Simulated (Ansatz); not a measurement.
# Run report: Bi$_{2}$Se$_{3}$, single-point calculation

The run: single-point calculation of Bi$_{2}$Se$_{3}$ (R-3m, 5 atoms in the cell). Method and program: DFT PBE, scalar-relativistic, plane waves, PAW, no spin polarisation (Ansatz 0.2.0).

The structure derives from an entry of the Crystallography Open Database. Figures and captions count atoms from 1; the log counts them from 0 in places.

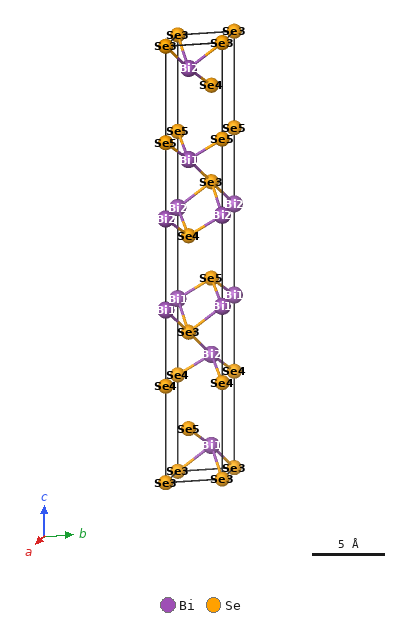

*The structure as given in the input (ball-and-stick view of the cell 3 times as large as that of the calculation, set on its symmetry axes, seen slightly off an axis; atoms are numbered from 1 in the order of the input). An atom can appear more than once, as a periodic image.*

Near neighbours in the periodic cell (some may lie outside the picture): Bi has 6 Se at 2.88 to 3.11 Å; Se has 6 Bi at 3.11 Å; Se has 3 Bi at 2.88 Å.

### The input
```yaml
crystal:
  lattice:
    - [2.0936564891, 1.2087731376, 10.4340296434]
    - [-2.0936564891, 1.2087731376, 10.4340296434]
    - [0.0, -2.4175462751, 10.4340296434]
  atoms:
    - { symbol: Bi, position: [0.3955941725, 0.3955941725, 0.3955941725] }
    - { symbol: Bi, position: [0.6044058275, 0.6044058275, 0.6044058275] }
    - { symbol: Se, position: [0.0, 0.0, 0.0] }
    - { symbol: Se, position: [0.2210304535, 0.2210304535, 0.2210304535] }
    - { symbol: Se, position: [0.7789695465, 0.7789695465, 0.7789695465] }
basis:
  ecutwfc: 420
kpoints:
  mp_grid: { grid: [6, 6, 6] }
hamiltonian:
  xc: pbe
scf:
  occupations: { method: gaussian, width: 0.05 }
output:
  forces: true
  stress: true
  eigenvalues: true
  write_density: true
  write_potential: true
  elf: true
  volumetric_format: npy
```

Run as:
```bash
ansatz run input.yaml --threads 2 --pin off --max-ram 5120MiB --backend cpu --events-out ev --progress --plain --runs-dir out
```

### The program's output
```
basis.fft_grid_basis auto: the FFT boxes are laid along the combinations [[1, -1, 0], [0, 1, 0], [0, -1, 1]] of the cell's own vectors, 4.187, 10.710 and 4.187 Å long. The dense box has 30×72×30 points. Along the cell's own vectors, as sized, it would have 72×72×72, 5.76 times as many. Of the 12 symmetry operations that the crystal satisfies within crystal.symmetry.tolerance (time reversal apart; of a slab, those that keep its plane) the dense box along the cell's own vectors carries 12, and the one as laid loses 8 of those. basis.fft_grid_basis: typed keeps the cell's own vectors: state it where this run's energies or levels are differenced outside the engine with another run's, or held beside a run that keeps those vectors. Those combinations have planes normal to reciprocal vector 3, as the cell's own vectors have. Each planar average written beside output.write_density, output.write_potential has a row for each plane of the box: 30. The volumetric files lie along those combinations, not along the cell's own vectors: a cube or XSF file states them, and fields.json those of NumPy files.
Engine: ansatz 0.2.0, x86_64-unknown-linux-gnu
Pseudopotentials: kind: paw
Pseudopotential: Bi, paw, valence charge 15, recommended cutoff 420 eV (normal), Bi.paw.azcp
Pseudopotential: Se, paw, valence charge 16, recommended cutoff 420 eV (normal), Se.paw.azcp
Functional definition: PBE
  parameter kappa = 0.804
  parameter beta = 0.06672455060314922
  exchange = pbe_x(kappa = kappa, mu = beta*pi^2/3)
  correlation = pbe_c(beta = beta)
Crystal: 5 atoms, lattice volume = 158.436 Å³
Basis set: ecut = 420 eV, 3059 PW (Γ), FFT grids on a1−a2, a2, −a2+a3, exchange–correlation on 60×144×60 points (8 copies of the dense FFT grid, shifted against one another)
Bands: 47, of which v1, the nominal top of the filled ones, is band 39 counted from 1 (38 counted from 0)
Symmetry: 12 space group operations
Space group: R-3m (ITA 166), of the structure as read, at distance tolerance 5.4e-5 Å
k-points: 32 of 216
Non-local potential: Bi, projectors of the file, l = 0: 2, l = 1: 2, l = 2: 2, l = 3: 2
Non-local potential: Se, projectors of the file, l = 0: 2, l = 1: 2, l = 2: 3, l = 3: 1
PAW form: soft (Blöchl's): semilocal exchange-correlation on the pseudo side does not see the compensation charge
PAW one-centre angular grid: Bi, 590 points (default); XC on 64 Gauss nodes
PAW one-centre angular grid: Se, 590 points (default); XC on 64 Gauss nodes
Initial density: superposition of atomic densities (neutral atoms: chi_scale 0, normalization atom), corrected by the library's trained network
Initial wavefunctions: pseudopotential atomic-orbital guess
Functional: x = pbe(κ = 0.804, μ = 0.2195149727645171), c = pbe(β = 0.06672455060314922)
SCF iter   1: F=—  HF=-41202.294005 eV  |F-HF|=—  |Δ(HF+E_count)|=         —  Δρ=1.29e-3  dr2=4.59e-3  ethr=1.77e-3  ⟨swp⟩=8.1  Hψ=6060  notcnv=0  defer=1
preconditioner: auto → Resta (q_TF=auto, 2.424 Å⁻¹)  ε∞=3.9  [insulator: Δε(μ)=0.701 eV  Ē_g=9.175 eV  σ=0.050 eV  W_gap=1.00  n_scr=44 (ndim 8)  ℏωp=15.6 eV  f_vac=0.113  D(μ)=0.00/eV (n_scr^D=0)  ε∞_Penn≈3.9]
SCF iter   2: F=—  HF=-41202.291872 eV  |F-HF|=—  |Δ(HF+E_count)|=   2.13e-3  Δρ=5.83e-4  dr2=7.91e-4  ethr=5.88e-6  ⟨swp⟩=2.1  Hψ=2901  notcnv=0  defer=15
SCF iter   3: F=—  HF=-41202.292026 eV  |F-HF|=—  |Δ(HF+E_count)|=   1.54e-4  Δρ=3.11e-4  dr2=2.55e-4  ethr=1.01e-6  ⟨swp⟩=2.0  Hψ=2615  notcnv=0  defer=15
SCF iter   4: F=—  HF=-41202.292166 eV  |F-HF|=—  |Δ(HF+E_count)|=   1.39e-4  Δρ=1.33e-4  dr2=4.74e-5  ethr=3.27e-7  ⟨swp⟩=2.0  Hψ=1760  notcnv=0  defer=15
SCF iter   5: F=—  HF=-41202.292216 eV  |F-HF|=—  |Δ(HF+E_count)|=   5.00e-5  Δρ=4.71e-5  dr2=6.03e-6  ethr=6.07e-8  ⟨swp⟩=2.0  Hψ=1779  notcnv=0  defer=15
SCF iter   6: F=—  HF=-41202.292225 eV  |F-HF|=—  |Δ(HF+E_count)|=   9.43e-6  Δρ=1.52e-5  dr2=5.44e-7  ethr=7.73e-9  ⟨swp⟩=2.0  Hψ=1901  notcnv=0  defer=15
SCF iter   7: F=-41202.292226 eV  HF=-41202.292226 eV  |F-HF|=6.36e-8  |Δ(HF+E_count)|=   1.04e-6  Δρ=5.98e-6  dr2=7.57e-8  ethr=1.28e-10  ⟨swp⟩=15.2  Hψ=13955  notcnv=0
SCF 1 converged in 7 iterations: F = -41202.292226 eV  dr2 = 7.57e-8
  Residual-converged pass: ⟨swp⟩=1.0  Hψ=1632  notcnv=0  max |occ|·‖R‖ = 7.0e-9 eV (tolerance 1.0e-8 eV)  dr2=7.57e-8  dr2_onsite=5.72e-8  max |Δocc| = 6.1e-34
  greatest PAW one-centre occupation: 1.000 electrons in one spin orbital (limit 2), on the Se atom at site 4 (counted from 0), in its partial waves of l = 2
```

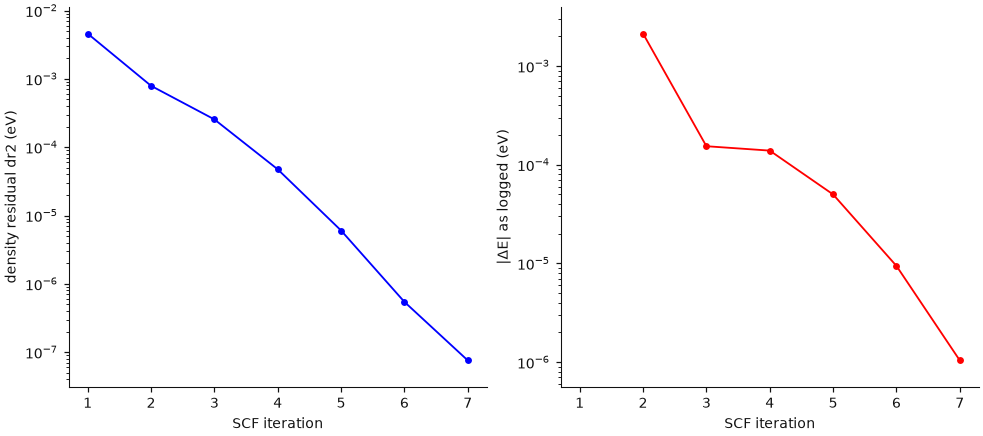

*Convergence of the self-consistent field: density residual dr2 and size of the energy change against the SCF iteration.*

The residual falls at every step.

```
SCF converged after 7 iterations
Free energy (F): -41202.292226 eV
Harris-Foulkes:  -41202.292226 eV  (|F-HF|=6.36e-8)
Internal energy: -41202.292226 eV  (E = F + TS)
E sigma→0 (E₀):  -41202.292226 eV
Fermi energy:    7.418135 eV
--- Per-component energies (eV) ---
  E_band       = -1452.998524
  E_kinetic    = 954.881622
  E_local      = -11517.836408  (includes V_loc(G=0)·N_el)
  E_nonlocal   = -663.305601
  E_hartree    = 5135.546090
  E_xc         = -615.424810
  E_vxc        = -582.701225  (∫ρ·V_xc dr)
  E_paw        = -27059.356925  (= ΣΔE_a)
  E_vpaw       = 84.862111  (= ΣTr[D̂ρ^β])
  E_aug_tail   = -0.002600  (compensation charges beyond the density's cutoff)
  E_ewald      = -7436.793593
  E_smearing   = -0.000000  (= −TS)
  E_closure    = 0.000000  (closes the sum)
  Σ components = -41202.292226   (vs F -41202.292226, Δ=0.00e0)
--- Forces (eV/Å), atoms counted from 1 ---
  atom   1  Bi     0.00000000     0.00000000     0.00015765
  atom   2  Bi    -0.00000000    -0.00000000    -0.00015765
  atom   3  Se    -0.00000000    -0.00000000    -0.00000000
  atom   4  Se     0.00000000     0.00000000     0.00014060
  atom   5  Se    -0.00000000    -0.00000000    -0.00014060
  max |Σ_I F_I| component: 2.71e-20 eV/Å
--- Stress (GPa, compression-positive) ---
       -0.002398       0.000000      -0.000000
        0.000000      -0.002398       0.000000
       -0.000000       0.000000       0.000344
  P = ⅓ Tr σ = -0.0015 GPa (-0.015 kbar)
--- Band table (eV; the first three rows and the last of 32) ---
  k-point 0: bands = ["-39.7398", "-39.7398", "-39.7398", "-39.7398", "-39.7292", "-39.7292", "-39.7292", "-39.7292", "-39.7246", "-39.7246", "-39.6573", "-39.6487", "-39.6487", "-39.6178", "-39.6178", "-15.6069", "-15.6069", "-15.6056", "-15.6056", "-15.5994", "-15.5973", "-15.5889", "-15.5889", "-15.5867", "-15.5867", "-6.5912", "-6.0544", "-5.0268", "-2.0957", "-1.1383", "5.4380", "5.7229", "5.7229", "5.7479", "5.8911", "5.8911", "6.3406", "6.3406", "7.0518", "7.7622", "9.0436", "9.0436", "9.5675", "10.0910", "10.0910", "13.4265", "13.8678"]
  k-point 1: bands = ["-39.7398", "-39.7398", "-39.7398", "-39.7398", "-39.7292", "-39.7292", "-39.7292", "-39.7292", "-39.7246", "-39.7246", "-39.6573", "-39.6487", "-39.6487", "-39.6178", "-39.6178", "-15.6099", "-15.6080", "-15.6014", "-15.6000", "-15.5962", "-15.5941", "-15.5920", "-15.5898", "-15.5895", "-15.5868", "-6.3543", "-5.8420", "-4.9135", "-2.2106", "-1.4696", "4.2790", "4.7505", "5.0208", "5.1666", "5.6406", "6.1198", "6.3592", "6.5277", "6.7816", "8.6730", "9.2936", "9.4751", "9.6737", "10.3606", "10.7889", "12.8886", "13.7303"]
  k-point 2: bands = ["-39.7398", "-39.7398", "-39.7397", "-39.7397", "-39.7292", "-39.7292", "-39.7292", "-39.7292", "-39.7246", "-39.7246", "-39.6572", "-39.6487", "-39.6487", "-39.6178", "-39.6177", "-15.6180", "-15.6147", "-15.5997", "-15.5957", "-15.5945", "-15.5918", "-15.5871", "-15.5864", "-15.5849", "-15.5846", "-5.6978", "-5.3003", "-4.7089", "-2.6887", "-2.2456", "2.9679", "3.9797", "4.4386", "4.5429", "5.0798", "5.3925", "6.0934", "6.3003", "6.7621", "8.5497", "9.6945", "9.8493", "10.4487", "11.0684", "11.7062", "11.9514", "14.1217"]
  k-point 31: bands = ["-39.7398", "-39.7398", "-39.7398", "-39.7398", "-39.7292", "-39.7292", "-39.7292", "-39.7292", "-39.7246", "-39.7246", "-39.6573", "-39.6487", "-39.6487", "-39.6178", "-39.6178", "-15.6069", "-15.6069", "-15.6055", "-15.6055", "-15.5994", "-15.5973", "-15.5889", "-15.5889", "-15.5867", "-15.5867", "-6.5589", "-6.1272", "-4.9576", "-2.2181", "-1.0279", "5.1624", "5.7014", "5.7014", "5.9430", "5.9430", "6.1686", "6.3000", "6.3000", "6.7863", "7.9041", "9.1208", "9.1208", "9.5256", "10.0022", "10.0022", "13.4746", "14.1120"]
```

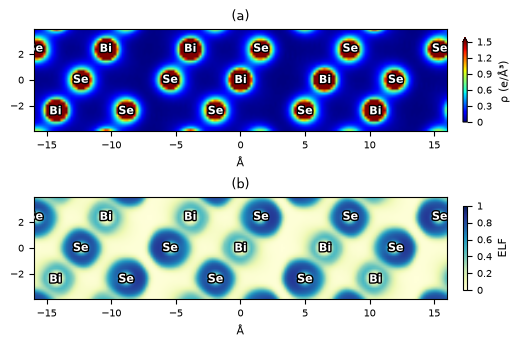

*(a) valence pseudo-density; (b) ELF on the (110) plane of the conventional cell.*

Atoms in the plane: Bi and Se. Bi–Se (2.88 Å): ρ is about 0.32 e/Å³ halfway; the ELF peaks at about 0.80 in the valence shell of Se, 0.9 Å from its nucleus, and drops to about 0.35 between the two atoms. Bi–Se (3.11 Å): the density is about 0.21 e/Å³ at the midpoint; the ELF peaks at about 0.80 in the valence shell of Se, 0.9 Å from its nucleus, and drops to about 0.30 between the two atoms. Away from the nuclei the density in this plane falls to 0.004 e/Å³ at its lowest. The strong features right at Bi lie inside the PAW spheres (semicore, d or f shells) and say nothing about bonding. Core electrons are frozen (PAW), so the fields are smoothed inside the atomic spheres.

### Results in brief

```tsv
quantity	value
outcome	converged
space group (tolerance 0.01 Å)	R-3m (166)
electrons treated	78
free energy	−41202.2922 eV
Fermi energy	7.418 eV
gap on the k-point mesh	0.69 eV
pressure	0.00 GPa
largest force (length of the vector)	under 0.001 eV/Å
hardware	2 threads of Intel Xeon (Sapphire Rapids), 32 GiB of memory available, shared host
wall time	7 s (CPU time 14 s)
peak memory	0.61 GiB
```

### Notes

Spin–orbit coupling is left out, which matters for Bi.
